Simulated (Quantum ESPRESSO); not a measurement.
# BP (F-43m): modes at Γ and the response to a field, part 2 of 5

Aim: the zone-centre modes of BP (F-43m).

Quantum ESPRESSO 7.5; DFT PBE, scalar-relativistic, plane waves, PseudoDojo norm-conserving pseudopotentials.

So far. Step 2 (A first look): A gap of 1.3 eV opens on this mesh, so the crystal is taken as an insulator; the start stands at 1.1 GPa. Step 4 (Self-consistent run for the response): The cell stands at 0.002 GPa, close enough for phonons.

## 5. Linear response at Γ

At q = 0 one unit cell holds all displacements; symmetry groups them into irreducible representations that are solved one by one. The response to a field gives ε∞ and the Born charges, which polar modes need.

ph.in

```
phonons
 &inputph
    prefix='x',
    outdir='./tmp',
    fildyn='g.dyn',
    tr2_ph=1.0d-18,
    epsil=.true.,
 /
0.000000000000 0.000000000000 0.000000000000
```

The run is started by

```bash
> OMP_NUM_THREADS=1 mpirun -n 4 ph.x -nk 4 -in ph.in > ph.out
```

The log of the run:

```text
[banners, grids, parts of the stress and lines that vanish by symmetry left out]
[banner, memory and clock lines left out]
Program PHONON v.7.5

     ./tmp/x.save/

     IMPORTANT: XC functional enforced from input :
     Exchange-correlation= PBE
                           (   1   4   3   4   0   0   0)
     Any further DFT definition will be discarded
     Please, verify this is what you really want

     G-vector sticks info

     Reading collected, re-writing distributed wavefunctions in ./tmp/

     Number and degeneracy of irreps per q-point
       N         xq(1)         xq(2)         xq(3)   N irreps
       1   0.000000000   0.000000000   0.000000000       2
        3   3

     Calculation of q =    0.0000000   0.0000000   0.0000000

     phonons

     bravais-lattice index     =            2
     lattice parameter (alat)  =       8.5931  a.u.
     unit-cell volume          =     158.6315 (a.u.)^3
     number of atoms/cell      =            2
     number of atomic types    =            2
     kinetic-energy cut-off    =      84.0000  Ry
     charge density cut-off    =     336.0000  Ry
     convergence threshold     =      1.0E-18
     beta                      =       0.7000
     number of iterations used =            4
     Exchange-correlation= PBE
                           (   1   4   3   4   0   0   0)

     celldm(1)=    8.59310  celldm(2)=    0.00000  celldm(3)=    0.00000
     celldm(4)=    0.00000  celldm(5)=    0.00000  celldm(6)=    0.00000

     crystal axes: (cart. coord. in units of alat)
               a(1) = ( -0.5000  0.0000  0.5000 )
               a(2) = (  0.0000  0.5000  0.5000 )
               a(3) = ( -0.5000  0.5000  0.0000 )

     reciprocal axes: (cart. coord. in units 2 pi/alat)
               b(1) = ( -1.0000 -1.0000  1.0000 )
               b(2) = (  1.0000  1.0000  1.0000 )
               b(3) = ( -1.0000  1.0000 -1.0000 )

     Atoms inside the unit cell:

     Cartesian axes

     site n.  atom      mass           positions (alat units)
        1  B      10.8100   tau(    1) = (    0.00000    0.00000    0.00000  )
        2  P      30.9738   tau(    2) = (   -0.25000    0.25000    0.25000  )

     Computing dynamical matrix for
                    q = (   0.0000000   0.0000000   0.0000000 )

     25 Sym.Ops. (with q -> -q+G )

     G cutoff =  628.4621  (  16529 G-vectors)     FFT grid: ( 36, 36, 36)
     number of k points=    72
                       cart. coord. in units 2pi/alat
        k(    1) = (   0.0000000   0.0000000   0.0000000), wk =   0.0011574
        k(    2) = (  -0.0833333   0.0833333  -0.0833333), wk =   0.0092593
        k(    3) = (  -0.1666667   0.1666667  -0.1666667), wk =   0.0092593
        [... further k-points left out ...]

     PseudoPot. # 1 for B  read from file:
     ./pseudo/B.upf
     Pseudo is Norm-conserving + core correction, Zval =  3.0
     Using radial grid of 1534 points,  4 beta functions with:
                l(1) =   0
                l(2) =   0
                l(3) =   1
                l(4) =   1

     PseudoPot. # 2 for P  read from file:
     ./pseudo/P.upf
     Pseudo is Norm-conserving + core correction, Zval =  5.0
     Using radial grid of 1298 points,  6 beta functions with:
                l(1) =   0
                l(2) =   0
                l(3) =   1
                l(4) =   1
                l(5) =   2
                l(6) =   2

     Mode symmetry, T_d (-43m)  point group:

     Electric field:
     Dielectric constant
     Born effective charges as d Force / d E

     Atomic displacements:
     There are    2 irreducible representations

     Representation     1      3 modes -  To be done

     Representation     2      3 modes -  To be done

     Alpha used in Ewald sum =   2.8000

     Electric Fields Calculation

      iter #   1   av.it.:   6.4
      thresh= 1.000E-02 alpha_mix =  0.700 |ddv_scf|^2 =  5.290E-08

      iter #   2   av.it.:  11.8
      thresh= 2.300E-05 alpha_mix =  0.700 |ddv_scf|^2 =  1.666E-09

      iter #   3   av.it.:  11.6
      thresh= 4.082E-06 alpha_mix =  0.700 |ddv_scf|^2 =  1.162E-10

      iter #   4   av.it.:  11.3
      thresh= 1.078E-06 alpha_mix =  0.700 |ddv_scf|^2 =  6.671E-13

      iter #   5   av.it.:  11.5
      thresh= 8.168E-08 alpha_mix =  0.700 |ddv_scf|^2 =  2.160E-14

      iter #   6   av.it.:  11.8
      thresh= 1.470E-08 alpha_mix =  0.700 |ddv_scf|^2 =  1.172E-16

      iter #   7   av.it.:  11.4
      thresh= 1.083E-09 alpha_mix =  0.700 |ddv_scf|^2 =  5.618E-18

      iter #   8   av.it.:  11.4
      thresh= 2.370E-10 alpha_mix =  0.700 |ddv_scf|^2 =  8.737E-20

     End of electric fields calculation

          Dielectric constant in cartesian axis

          (       9.144424334      -0.000000000      -0.000000000 )
          (      -0.000000000       9.144424334      -0.000000000 )
          (      -0.000000000      -0.000000000       9.144424334 )

          Effective charges (d Force / dE) in cartesian axis without acoustic sum rule applied (asr)

           atom    1  B     Mean Z*:       -0.50235
      Ex  (       -0.50235        0.00000       -0.00000 )
      Ey  (       -0.00000       -0.50235       -0.00000 )
      Ez  (       -0.00000       -0.00000       -0.50235 )
           atom    2  P     Mean Z*:        0.49894
      Ex  (        0.49894       -0.00000       -0.00000 )
      Ey  (       -0.00000        0.49894        0.00000 )
      Ez  (       -0.00000        0.00000        0.49894 )

          Effective charges Sum: Mean:       -0.00342
             -0.00342       -0.00000       -0.00000
             -0.00000       -0.00342        0.00000
             -0.00000       -0.00000       -0.00342

          Effective charges (d Force / dE) in cartesian axis with asr applied:
           atom    1  B     Mean Z*:       -0.50064
      E*x (       -0.50064        0.00000       -0.00000 )
      E*y (        0.00000       -0.50064       -0.00000 )
      E*z (       -0.00000       -0.00000       -0.50064 )
           atom    2  P     Mean Z*:        0.50064
      E*x (        0.50064       -0.00000        0.00000 )
      E*y (       -0.00000        0.50064        0.00000 )
      E*z (        0.00000        0.00000        0.50064 )

     Representation #   1 modes #   1   2   3

     Self-consistent Calculation

      iter #   1   av.it.:   6.6
      thresh= 1.000E-02 alpha_mix =  0.700 |ddv_scf|^2 =  4.085E-08

      iter #   2   av.it.:  11.8
      thresh= 2.021E-05 alpha_mix =  0.700 |ddv_scf|^2 =  1.169E-09

      iter #   3   av.it.:  11.5
      thresh= 3.420E-06 alpha_mix =  0.700 |ddv_scf|^2 =  8.222E-11

      iter #   4   av.it.:  11.2
      thresh= 9.067E-07 alpha_mix =  0.700 |ddv_scf|^2 =  1.618E-13

      iter #   5   av.it.:  11.4
      thresh= 4.022E-08 alpha_mix =  0.700 |ddv_scf|^2 =  8.455E-15

      iter #   6   av.it.:  11.6
      thresh= 9.195E-09 alpha_mix =  0.700 |ddv_scf|^2 =  2.627E-17

[...]
End of self-consistent calculation

     Convergence has been achieved

     Representation #   2 modes #   4   5   6

     Self-consistent Calculation

[...]
iter #   2   av.it.:  12.1
      thresh= 1.933E-05 alpha_mix =  0.700 |ddv_scf|^2 =  1.860E-10

      iter #   3   av.it.:  11.9
      thresh= 1.364E-06 alpha_mix =  0.700 |ddv_scf|^2 =  1.507E-11

      iter #   4   av.it.:  12.0
      thresh= 3.882E-07 alpha_mix =  0.700 |ddv_scf|^2 =  7.511E-14

      iter #   5   av.it.:  11.9
      thresh= 2.741E-08 alpha_mix =  0.700 |ddv_scf|^2 =  3.006E-15

      iter #   6   av.it.:  12.2
      thresh= 5.483E-09 alpha_mix =  0.700 |ddv_scf|^2 =  1.779E-17

      iter #   7   av.it.:  11.4
      thresh= 4.217E-10 alpha_mix =  0.700 |ddv_scf|^2 =  1.094E-18

      iter #   8   av.it.:  11.7
      thresh= 1.046E-10 alpha_mix =  0.700 |ddv_scf|^2 =  9.570E-21

     End of self-consistent calculation

     Convergence has been achieved

     Number of q in the star =    1
     List of q in the star:
          1   0.000000000   0.000000000   0.000000000

          Dielectric constant in cartesian axis

          (       9.144424334      -0.000000000      -0.000000000 )
          (      -0.000000000       9.144424334      -0.000000000 )
          (      -0.000000000      -0.000000000       9.144424334 )

          Effective charges (d Force / dE) in cartesian axis without acoustic sum rule applied (asr)

           atom    1  B     Mean Z*:       -0.50235
      Ex  (       -0.50235        0.00000       -0.00000 )
      Ey  (       -0.00000       -0.50235       -0.00000 )
      Ez  (       -0.00000       -0.00000       -0.50235 )
           atom    2  P     Mean Z*:        0.49894
      Ex  (        0.49894       -0.00000       -0.00000 )
      Ey  (       -0.00000        0.49894        0.00000 )
      Ez  (       -0.00000        0.00000        0.49894 )

          Effective charges Sum: Mean:       -0.00342
             -0.00342       -0.00000       -0.00000
             -0.00000       -0.00342        0.00000
             -0.00000       -0.00000       -0.00342

          Effective charges (d Force / dE) in cartesian axis with asr applied:
           atom    1  B     Mean Z*:       -0.50064
      E*x (       -0.50064        0.00000       -0.00000 )
      E*y (        0.00000       -0.50064       -0.00000 )
      E*z (       -0.00000       -0.00000       -0.50064 )
           atom    2  P     Mean Z*:        0.50064
      E*x (        0.50064       -0.00000        0.00000 )
      E*y (       -0.00000        0.50064        0.00000 )
      E*z (        0.00000        0.00000        0.50064 )

     Diagonalizing the dynamical matrix

     q = (    0.000000000   0.000000000   0.000000000 )

 **************************************************************************
     freq (    1) =      -0.025024 [THz] =      -0.834700 [cm-1]
     freq (    2) =      -0.025024 [THz] =      -0.834700 [cm-1]
     freq (    3) =      -0.025024 [THz] =      -0.834700 [cm-1]
     freq (    4) =      23.981882 [THz] =     799.949462 [cm-1]
     freq (    5) =      23.981882 [THz] =     799.949462 [cm-1]
     freq (    6) =      23.981882 [THz] =     799.949462 [cm-1]
 **************************************************************************

     Mode symmetry, T_d (-43m)  point group:

     freq (   1-   3) =         -0.8  [cm-1]   --> T_2  G_15 P_4   I+R
     freq (   4-   6) =        799.9  [cm-1]   --> T_2  G_15 P_4   I+R
```

Elapsed: 46 s, on 4 MPI ranks of AMD EPYC 9R14 (Zen 4), shared host; 3 min of CPU time.

This step gave:

| Item | Value |
| --- | --- |
| miss of the charge sum rule | 0.003410 e |
| largest acoustic frequency at the zone centre before the sum rule | -0.83 cm⁻¹ |
| highest optical zone-centre mode (no LO-TO term) | 800.0 cm⁻¹ |
| lowest optical zone-centre mode | 800.0 cm⁻¹ |
| mean high-frequency dielectric constant | 9.144 |
| largest Born charge in size (third of the trace) | 0.5024 e |

Born charge (rows field, columns displacement), before the sum rule (e), principal values of the symmetric part by kind of site:

```
atom  atoms with these values      low   middle     high     mean
  B1                        1  -0.5024  -0.5024  -0.5024  -0.5024
  P2                        1   0.4989   0.4989   0.4989   0.4989
```

In full for B1:

```
-0.5024  0.0000  0.0000
 0.0000 -0.5024  0.0000
 0.0000  0.0000 -0.5024
```

High-frequency dielectric tensor:

```
9.14 0.00 0.00
0.00 9.14 0.00
0.00 0.00 9.14
```

The acoustic modes at Γ come out as far as 0.8 cm⁻¹ from zero, where they should vanish, a small numerical error; the Born charges miss their sum rule by 0.0034 e, which is good.

## 6. Modes with the sum rule

A rigid shift of the crystal must cost nothing, but grids and finite bases break this; the acoustic sum rule is imposed before the matrix is diagonalised again. With Born charges the intensities follow, and the static dielectric tensor.

dynmat.in

```
 &input
    fildyn='g.dyn',
    asr='simple',
    fileig='dynmat.eig',
    lperm=.true.,
 /
```

The run is started by

```bash
> dynmat.x -in dynmat.in > dynmat.out
```

The log of the run:

```text
[banner, memory and clock lines left out]
Program DYNMAT v.7.5

     Reading Dynamical Matrix from file g.dyn
     ...Force constants read
     ...epsilon and Z* read
     A direction for q was not specified:TO-LO splitting will be absent

     Polarizability (A^3 units)
     multiply by 0.269193 for Clausius-Mossotti correction
        15.235030   -0.000000   -0.000000
        -0.000000   15.235030   -0.000000
        -0.000000   -0.000000   15.235030

     IR activities are in (D/A)^2/amu units

# mode   [cm-1]    [THz]      IR
    1      0.00    0.0000    0.0000
    2      0.00    0.0000    0.0000
    3      0.00    0.0000    0.0000
    4    799.95   23.9819    0.7216
    5    799.95   23.9819    0.7216
    6    799.95   23.9819    0.7216

Electronic dielectric permittivity tensor (relative, adimensional)
         9.144424   -0.000000   -0.000000
        -0.000000    9.144424   -0.000000
        -0.000000   -0.000000    9.144424

 ... with zone-center polar mode contributions
         9.246742   -0.000000   -0.000000
        -0.000000    9.246742    0.000000
        -0.000000    0.000000    9.246742
```

Elapsed: 0.73 s, on 1 thread.

Read from the output:

| Property | Result |
| --- | --- |
| mean static dielectric constant | 9.247 |

Unit eigenvectors of the mass-weighted matrix after the sum rule; no LO-TO term. The modes at Γ (shares of kinetic energy by element, %):

```
mode  frequency (cm⁻¹)  symmetry  B %  P %
   1               0.0  acoustic   26   74
   2               0.0  acoustic   26   74
   3               0.0  acoustic   26   74
   4             800.0        T2   74   26
   5             800.0        T2   74   26
   6             800.0        T2   74   26
```

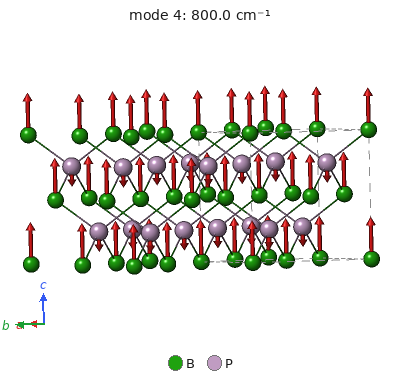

Displacement patterns of mode 4 at Γ; arrows are exaggerated. Bonds to atoms that aren't drawn are left out. 2×2×1 conventional cells are drawn. Some periodic images of atoms are drawn too.

Degenerate modes summed, no LO-TO term. Lines of the infrared spectrum (strongest = 100):

| position (cm⁻¹) | lines merged | label | IR intensity, relative |
| --- | --- | --- | --- |
| 800 | 3 | T2 | 100 |

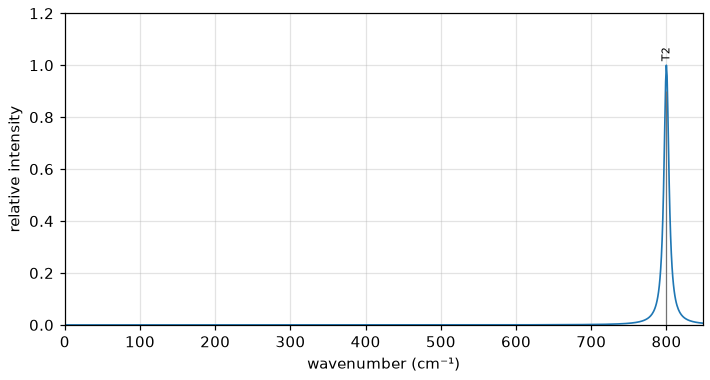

The infrared spectrum, broadened with Lorentzians of width 8 cm⁻¹; bars mark the lines.

Static dielectric tensor (ions relaxed, fixed cell):

```
9.25 0.00 0.00
0.00 9.25 0.00
0.00 0.00 9.25
```

The rule moves no optical mode by more than 0.1 cm⁻¹.

[end of part 2 of 5]

[Host names and launcher messages were left out of these logs when they were recorded.]

[Logs are printed without paths, hosts, clocks, repeated set-up lines and the standing remarks that a program may print on its own settings, such as how far it seeks lower states.]

[Hosts, paths, dates, database ids (printed as entryN), source tags and the programs' standing remarks are cut or masked in the printed files.]
